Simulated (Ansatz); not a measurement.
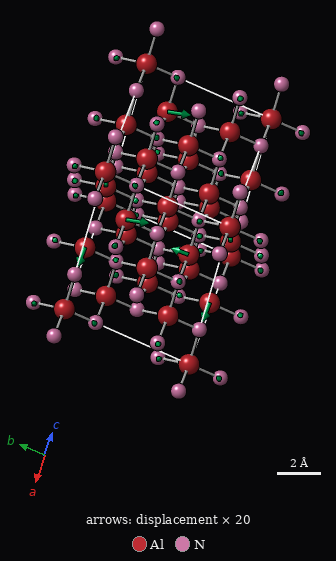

A relaxation of a defect cell of composition Al₁₆N₁₅ (cell charge +1). The starting structure is drawn; green arrows show the displacements, 20 times their true length.

The picture is a ball-and-stick view of the cell of the calculation, seen from a free direction.

The atoms of the start lie slightly off their symmetric places, so part of the fall in energy undoes that.

Level of theory: DFT PBE, scalar-relativistic, plane waves, PAW; settings changed in Ansatz.

The input:
```yaml
crystal:
  lattice:
    - [-4.4031742015, 4.4031742015, -4.4031742015]
    - [4.4031742015, -4.4031742015, -4.4031742015]
    - [-4.4031742015, -4.4031742015, 4.4031742015]
  atoms:
    - { symbol: Al, position: [0.4970294571, 0.2495270504, 0.2470021675] }
    - { symbol: Al, position: [0.2520176345, 0.2509424644, 0.5006498185] }
    - { symbol: Al, position: [-0.0008358522, 0.2487627792, 0.7492585783] }
    - { symbol: Al, position: [0.754832465, -0.0003317579, 0.2557777221] }
    - { symbol: Al, position: [0.7505520694, 0.2509449939, 0.0021132851] }
    - { symbol: Al, position: [0.4996495204, -0.0021642713, 0.5012025753] }
    - { symbol: Al, position: [0.2497771294, -3.72006e-05, 0.7510847097] }
    - { symbol: Al, position: [0.0010385683, 0.7489818172, 0.2496712834] }
    - { symbol: Al, position: [1.0009873547, 0.9999635825, 0.9998732263] }
    - { symbol: Al, position: [0.7503625029, 0.7511655559, 0.5004583187] }
    - { symbol: Al, position: [0.4995697803, 0.7489795198, 0.7511304748] }
    - { symbol: Al, position: [0.2495878496, 0.5014274779, 0.2506672276] }
    - { symbol: Al, position: [0.2494407483, 0.7524769992, -0.0017377965] }
    - { symbol: Al, position: [-0.0008955656, 0.4984966645, 0.4982237841] }
    - { symbol: Al, position: [0.7481265861, 0.4985021061, 0.7492038451] }
    - { symbol: Al, position: [0.500571456, 0.5014292929, -0.0003122774] }
    - { symbol: "N", position: [0.2513598022, -3.77837e-05, 0.4993679338] }
    - { symbol: "N", position: [6.86549e-05, -3.73438e-05, 0.7501710264] }
    - { symbol: "N", position: [0.7505267588, 0.7492992719, 0.2502426268] }
    - { symbol: "N", position: [0.7492692938, -3.77724e-05, 0.0014640836] }
    - { symbol: "N", position: [0.5001445054, 0.7492988388, 0.500625643] }
    - { symbol: "N", position: [0.2496084901, 0.7495727826, 0.7490341109] }
    - { symbol: "N", position: [6.94422e-05, 0.4999604156, 0.2501637843] }
    - { symbol: "N", position: [-0.0010567867, 0.7495735421, -0.0002918674] }
    - { symbol: "N", position: [0.7487770443, 0.4978696619, 0.498874133] }
    - { symbol: "N", position: [0.5000708957, 0.4999630315, 0.7501682471] }
    - { symbol: "N", position: [0.2493330507, 0.2503481104, 0.2500962164] }
    - { symbol: "N", position: [0.2508679873, 0.502054382, 0.0009654907] }
    - { symbol: "N", position: [0.0011926154, 0.2506271625, 0.500907112] }
    - { symbol: "N", position: [0.7508062238, 0.2506242791, 0.7512898777] }
    - { symbol: "N", position: [0.499997566, 0.2503489197, -0.0005717246] }
  host:
    lattice:
      - [0.0, 2.2015871008, 2.2015871008]
      - [2.2015871008, 0.0, 2.2015871008]
      - [2.2015871008, 2.2015871008, 0.0]
    atoms:
      - { symbol: Al, position: [0.0, 0.0, 0.0] }
      - { symbol: "N", position: [0.75, 0.75, 0.75] }
total_charge: 1
basis:
  ecutwfc: 420
  xc_grid: 1
kpoints:
  mp_grid: { grid: [2, 2, 2], shift: [0.5, 0.5, 0.5] }
hamiltonian:
  xc: pbe
scf:
  occupations: { method: gaussian, width: 0.01 }
  convergence: { dr2_threshold: 1.0e-06 }
output:
  forces: true
  eigenvalues: true
relax:
  adjacent_minimum: "off"
  f_tol: 0.025
  max_steps: 45
```

Command:
```bash
ansatz run input.yaml --threads 4 --pin off --max-ram 10240MiB --backend cpu --events-out ev --progress --plain --runs-dir out
```

### Which element moves most?

Aluminium: up to 0.061 Å, against 0.015 Å for nitrogen.

### What happened in the run?

The atom that moves furthest is Al13 (0.061 Å roughly along [−2 −3 −2]). Largest moves by element: Al 0.061 Å, N 0.015 Å. The cell stays as it was. Near-neighbour distances that change, for instance: Al4–N20 1.927 → 1.883 Å, Al13–N28 1.920 → 1.884 Å, Al13–N24 1.907 → 1.884 Å, Al1–N27 1.899 → 1.884 Å. Among the angles between lasting bonds that change: Al3–N29–Al4 108.3° → 110.4°. The energy falls by 0.117 eV per cell of the calculation in 2 geometry steps. The largest force component goes from 0.76 to 0.02 eV/Å. Cost: 17 s on 4 threads of Arm Neoverse V1, on a shared host, peak memory 0.83 GiB.

Limits of the set-up: the periodic images lie only 7.6 Å apart, so the values are limited by the cell's size; the cell is charged, on a uniform background, and energies carry no finite-size correction.
